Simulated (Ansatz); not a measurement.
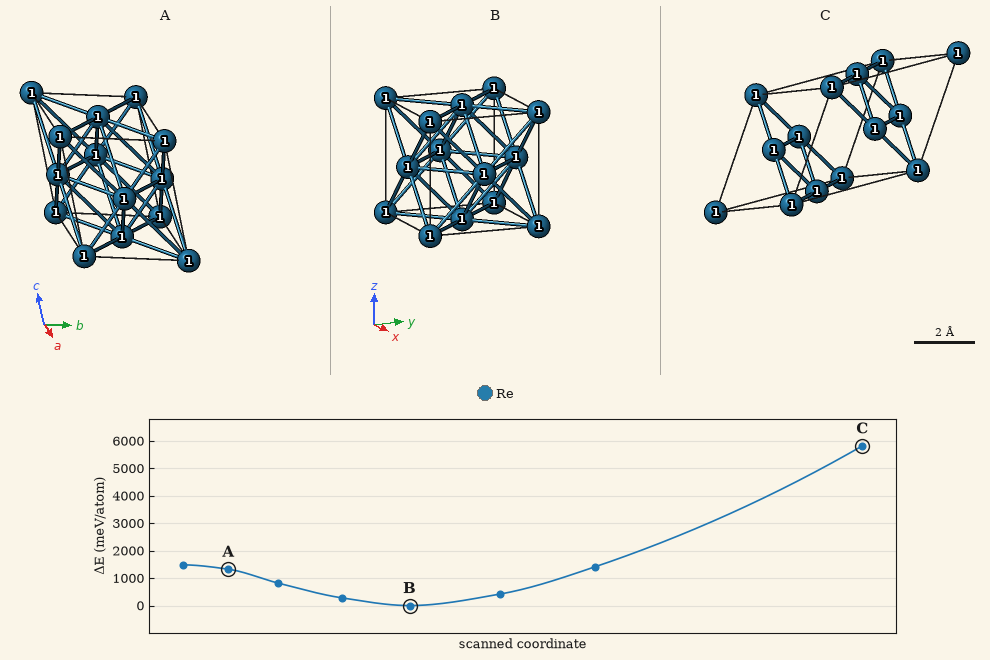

A scan of solid Re (Fm-3m) along one coordinate. x, y and z are the Cartesian axes of the input. The picture is a ball-and-stick view of the conventional cell (4 times the calculation's cell), seen slightly off an axis. Lengths and directions refer to the drawn axes.

Level of theory: Ansatz 0.2.0, DFT PBE, scalar-relativistic, plane waves, PAW. (plane-wave cutoff 420 eV; k-point mesh 22 × 22 × 22; occupations gaussian; smearing width 0.15 eV; no spin polarisation). Energies (free energies at the smearing named) are counted from the cell as listed in its source, which wasn't relaxed.

Q: What is being scanned?

A: The ratio of the cell's length along [111] to its lengths across, counted as 1 for the reference, is changed at fixed volume (a trigonal path), with the atoms kept at their fractional coordinates. In the frames the relative ratio is 0.60 (A), 1.00 (B), 2.00 (C). The lowest computed point lies at the relative ratio 1.00 (0 meV/atom). At the ends of the scan the energy is 1484 meV/atom (0.50) and 5818 meV/atom (2.00). The unrelaxed reference is under a pressure of −9.2 GPa. The distortion takes the space group from Fm-3m to R-3m, except for Pm-3m at 0.50. At the relative ratio 2.00 the cell of the drawing goes a 3.950 → 4.434 Å, b 3.950 → 4.434 Å, c 3.950 → 4.434 Å, α 90.0° → 60.0°, β 90.0° → 60.0°, γ 90.0° → 60.0°.
